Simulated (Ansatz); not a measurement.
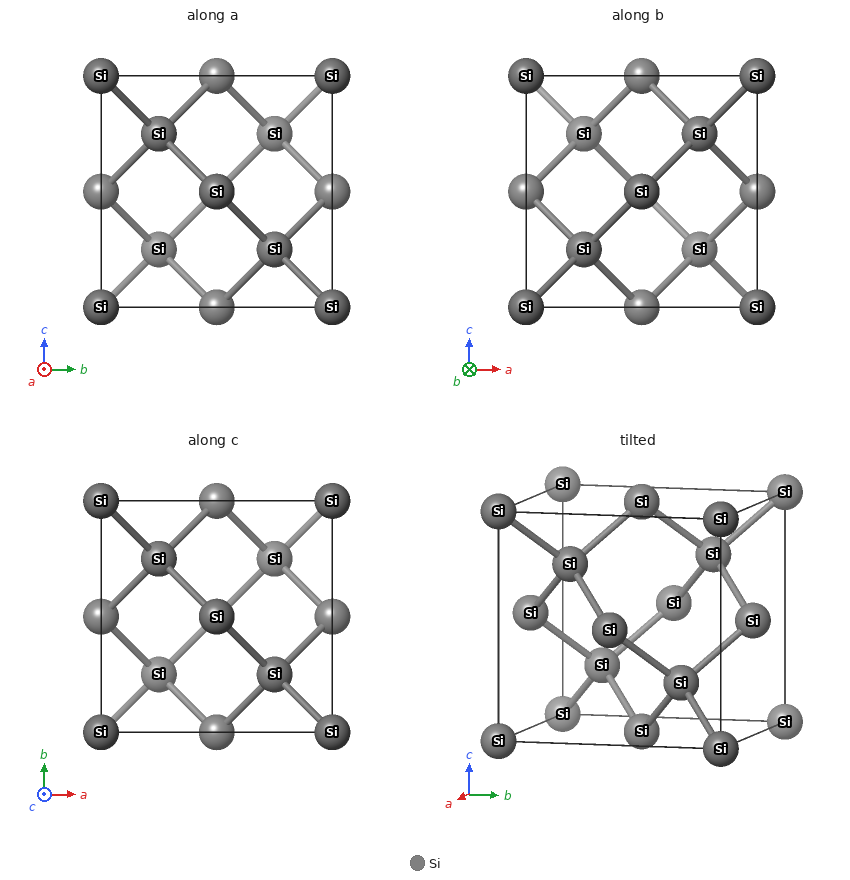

This ball-and-stick model is shown along the a axis, along the b axis, along the c axis and slightly off an axis. The edges of the conventional unit cell are marked.

Lattice parameters: a = 5.5775 Å, b = 5.5775 Å, c = 5.5775 Å, α = 90.000°, β = 90.000°, γ = 90.000°.

Q: From the views, write a CIF with its space group and independent sites.

A:
```cif
data_structure
_symmetry_space_group_name_H-M 'F d -3 m :1'
_symmetry_Int_Tables_number 227
_cell_length_a 5.5775
_cell_length_b 5.5775
_cell_length_c 5.5775
_cell_angle_alpha 90.000
_cell_angle_beta 90.000
_cell_angle_gamma 90.000
_cell_volume 173.51
loop_
_atom_site_label
_atom_site_type_symbol
_atom_site_symmetry_multiplicity
_atom_site_Wyckoff_symbol
_atom_site_fract_x
_atom_site_fract_y
_atom_site_fract_z
_atom_site_occupancy
Si1 Si 8 a 0.0000 0.5000 0.5000 1
```

Origin of the cell: a structure type filled with this element by a generator (whether the element takes this form wasn't checked). The cell was then strained or its atoms displaced on purpose. It was relaxed at fixed volume with DFT PBE, scalar-relativistic, plane waves, PAW (Ansatz 0.2.0).

At this level of theory the cell isn't at rest (stretched, at -5 GPa), so its distances can differ from those at equilibrium, the more so the softer the solid.
